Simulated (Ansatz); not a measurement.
## Electronic structure of MoSe in real space

Input

```
crystal:
  lattice:
    - [0.0, 2.8314484773, 2.8314484773]
    - [2.8314484773, 0.0, 2.8314484773]
    - [2.8314484773, 2.8314484773, 0.0]
  atoms:
    - { symbol: Mo, position: [0.0, 0.0, 0.0], spin: 1.02 }
    - { symbol: Se, position: [0.2535317612, 0.2535317612, 0.2464682388] }
basis:
  ecutwfc: 500
  ecutrho_ratio: 4
kpoints:
  mp_grid: { grid: [10, 10, 10] }
hamiltonian:
  xc: r2scan
scf:
  occupations: { method: gaussian, width: 0.05 }
output:
  forces: true
  stress: true
  eigenvalues: true
  populations: true
  write_density: true
  write_potential: true
  elf: true
  volumetric_format: npy
magnetization:
  spin_polarized: true
checkpoint:
  read: start.run
  write: ck
  compress: false
  write_wavefunctions: false
  write_every: 100000
```

Command:

```sh
ansatz run input.yaml --threads 2 --pin off --max-ram 2662MiB --backend cpu --events-out ev --progress --plain --runs-dir out
```

Below, planes, directions and counts refer to the conventional cell (a = 4.00 Å, b = 4.00 Å, c = 5.66 Å, α = 90.00°, β = 90.00°, γ = 90.00°).

Space group Imm2; started from the zincblende prototype, which need not be the ambient phase; changed on purpose from its base cell (atom 2 (Se) moved 0.02 A along z); spin-polarised.

Theory: DFT r2SCAN, scalar-relativistic, plane waves, PAW in Ansatz 0.2.0.

The density is the valence pseudo-density of a PAW calculation; it isn't the true density close to the nuclei.

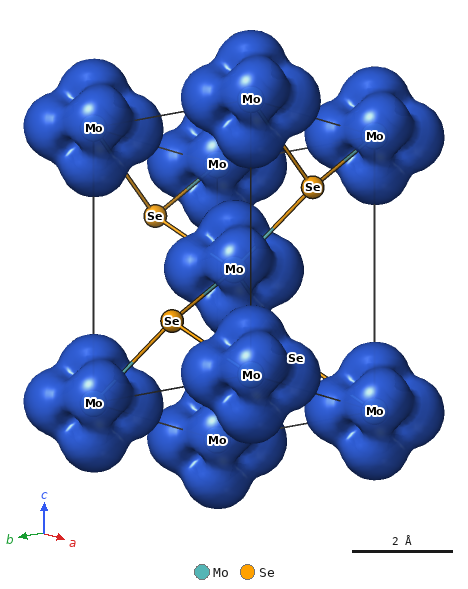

Figure 1. Isosurface of the magnetisation density (up minus down) at +0.05 e/Å³ (blue), seen at an oblique angle. Sticks mark near contacts.

**Where is the spin, and how is it ordered?**

The spin density sits on Mo: +0.9 μB (×2) in one cell of 4 atoms: parallel main moments, as they must be, since the calculation's own cell holds one magnetic site. The cell of the calculation (2 atoms) carries 1.3 μB of net spin moment.

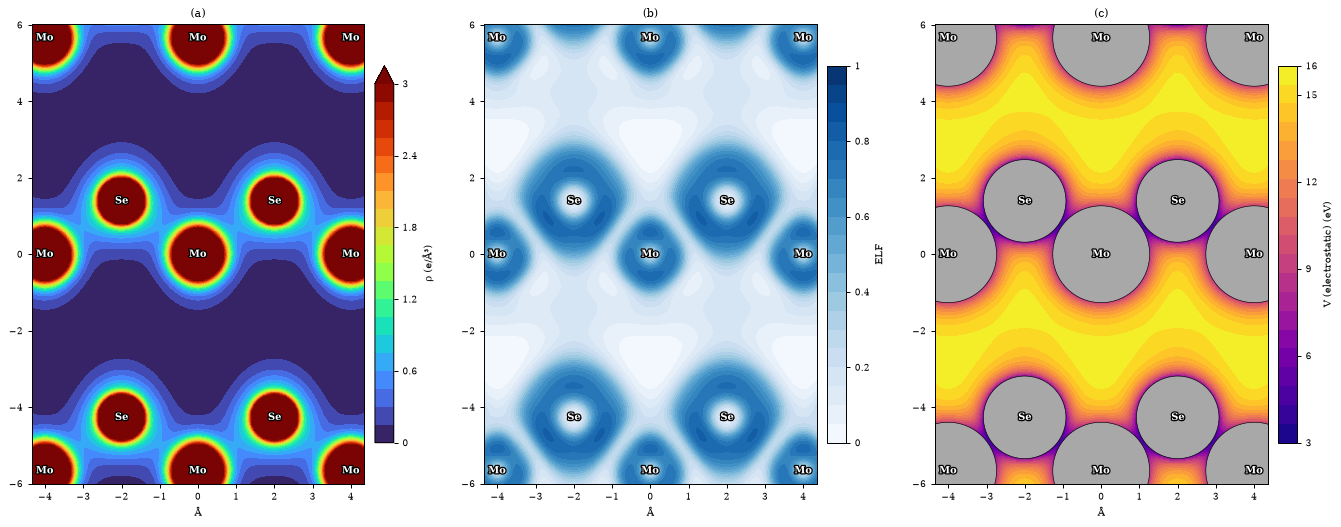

Figure 2. (a) valence electron density; (b) ELF; (c) electrostatic potential energy of an electron on the (100) plane of the conventional cell. Grey discs cover the atomic cores in the potential map.

**What do the fields say about this system?**

Atoms in the plane: Mo and Se.
Mo–Se (2.44 Å): the density is about 0.61 e/Å³ at the midpoint; the ELF is about 0.45 at the midpoint.
Between the atoms the lowest density in this plane is 0.02 e/Å³.
The features right at Mo lie inside the PAW spheres, where the map follows smoothed inner orbitals and isn't to be read closely.
Outside the cores the potential energy rises away from the atoms and is highest about 2.4 Å from the nearest atoms; its zero is arbitrary.

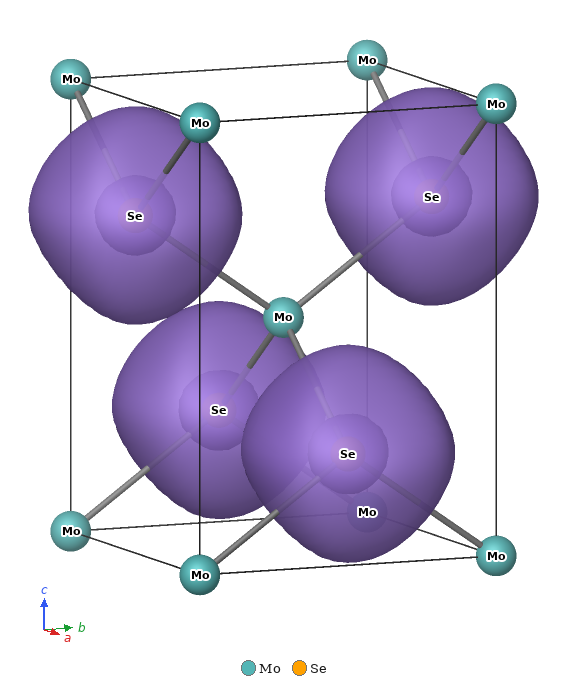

Figure 3. Isosurface of the ELF at 0.55 (purple), seen slightly off an axis. Only the valence region is drawn (cores and ρ < 0.01 e/Å³ removed). Sticks mark near contacts.

**What do the ELF domains correspond to?**

The surface consists of two regions wrapped around Se (the valence shell of each), counted in one cell of 4 atoms. Regions shared between cells count once.

**Does the calculation give a band gap?**

It is gapless in this calculation (a metal or semimetal); semilocal functionals without U, or without the true magnetic order, often close the gap of such compounds.
